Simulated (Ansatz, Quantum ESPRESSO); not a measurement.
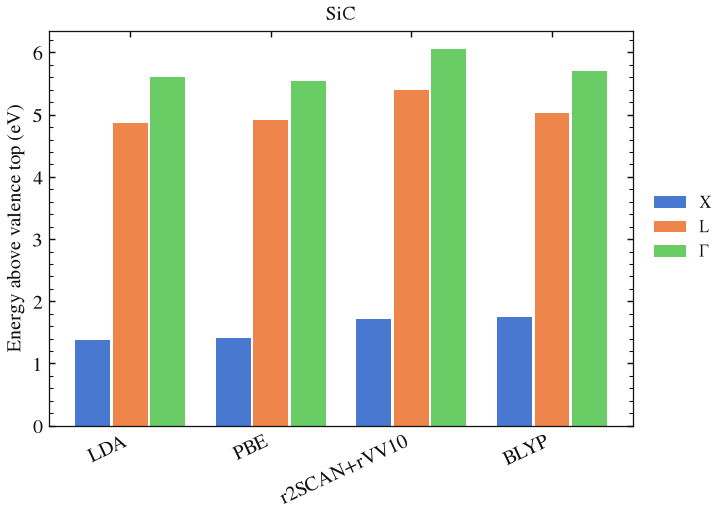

Lowest conduction level at each named k point, counted from the valence-band top at Γ, by several methods on one cell of zincblende SiC, space group F-43m, 2 atoms in the primitive cell; cubic a = 4.443 Å. All runs are without spin-orbit coupling and carry no moments. The cell is at −8 GPa in PBE.

```csv
method,program,X (eV),L (eV),Γ (eV)
LDA,Quantum ESPRESSO,1.37,4.87,5.60
PBE,Ansatz,1.41,4.91,5.54
r2SCAN+rVV10,Ansatz,1.72,5.40,6.05
BLYP,Ansatz,1.74,5.02,5.70
```

One method is left out: SCAN. Predict its row. It was run as: SCAN, SG15 PBE 1.2, 8×8×8 k mesh, 1197 eV cutoff, Fermi-Dirac smearing of 0.05 eV (Quantum ESPRESSO 7.5).

Answer. SCAN gives 1.72 eV at X, 5.25 eV at L and 5.86 eV at Γ, which is +0.31 eV from PBE at X.

How do the methods rank at X?

Answer. From low to high: LDA 1.37, PBE 1.41, r2SCAN+rVV10 1.72, SCAN 1.72, BLYP 1.74 eV. Too close to rank are LDA against PBE (different programs, potentials and cutoffs), r2SCAN+rVV10 against SCAN (different programs, potentials, meshes and cutoffs) and SCAN against BLYP (different programs, potentials, meshes and cutoffs).

Do the methods agree on which of these conduction levels is lowest?

Answer. Yes: all put it at X.

Settings. LDA: PseudoDojo 0.4.1 SR LDA standard, 10×10×10 k mesh, 1116 eV cutoff, Fermi-Dirac smearing of 0.05 eV (Quantum ESPRESSO). PBE: Ansatz PAW, 10×10×10 k mesh, 420 eV cutoff, Fermi-Dirac smearing of 0.05 eV (Ansatz 0.2.0). r2SCAN+rVV10: Ansatz PAW, 10×10×10 k mesh, 500 eV cutoff, Fermi-Dirac smearing of 0.05 eV (Ansatz 0.2.0). BLYP: BLYP with D4 dispersion, Ansatz PAW, 10×10×10 k mesh, 420 eV cutoff, Fermi-Dirac smearing of 0.05 eV (Ansatz 0.2.0).

These are five of the 27 methods that were run on this cell. Runs that lie over 0.07 eV from the median of the programs for their method weren't drawn. The runs come from different programs and meshes, which adds differences of its own. LDA, GGA and most meta-GGA functionals understate gaps. r2SCAN+rVV10 and BLYP: the PAW data sets were made with another functional. SCAN: the potentials were made for another functional.
